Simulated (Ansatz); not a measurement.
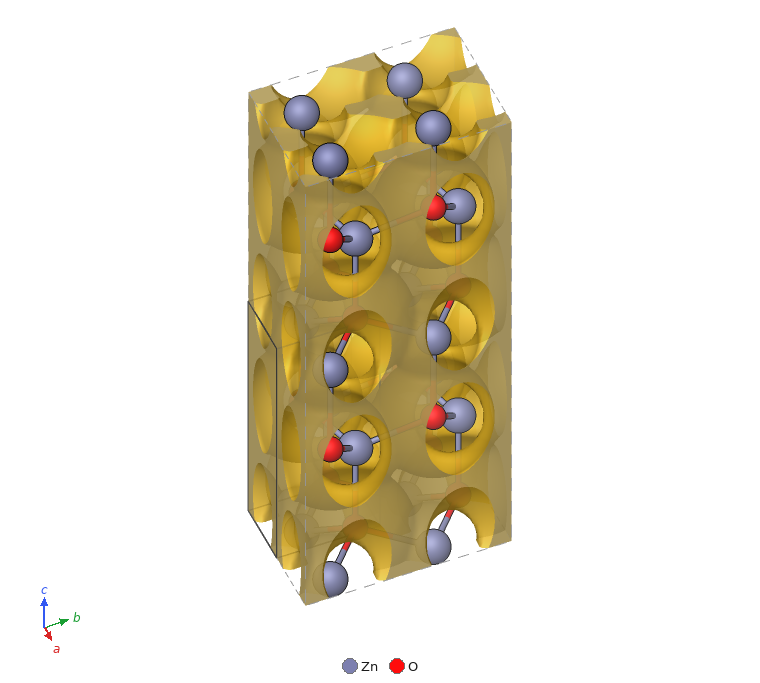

The yellow surface encloses the points that the centre of a probe sphere of radius 0.20 Å can occupy in ZnO in space group P6_3mc, computed on a grid of about 0.14 Å (2×2×2 cells shown, view from a free direction; pale faces close the region where the box cuts it).

Atoms are hard spheres with Shannon crystal radii (six-coordinate where tabulated): Zn 0.88 Å, O 1.26 Å.

The cell is taken from the input geometry of an electronic-structure calculation (not necessarily at equilibrium).

```cif
data_structure
_symmetry_space_group_name_H-M 'P6_3mc'
_symmetry_Int_Tables_number 186
_cell_length_a 3.2794
_cell_length_b 3.2794
_cell_length_c 5.2932
_cell_angle_alpha 90.000
_cell_angle_beta 90.000
_cell_angle_gamma 120.000
_cell_volume 49.30
loop_
_atom_site_label
_atom_site_type_symbol
_atom_site_symmetry_multiplicity
_atom_site_Wyckoff_symbol
_atom_site_fract_x
_atom_site_fract_y
_atom_site_fract_z
_atom_site_occupancy
Zn1 Zn 2 b 0.33333 0.66667 0.49940 1
O1 O 2 b 0.33333 0.66667 0.12029 1
```

Do these regions connect?

Answer. Where they connect, they form a three-dimensional network.

What share of the cell can the probe's centre reach?

Answer. About 34 % of the volume (17 Å³ of 49.3 Å³).

Give the largest included and the largest free sphere.

Answer. The largest sphere that fits anywhere has a diameter of 2.10 Å; the largest that can travel through the crystal, about 1.3 Å.

How does the connectivity change as the probe shrinks?

Answer. Below a radius of about 0.62 Å the space forms a three-dimensional network. These are grid estimates, good to about 0.05 Å.
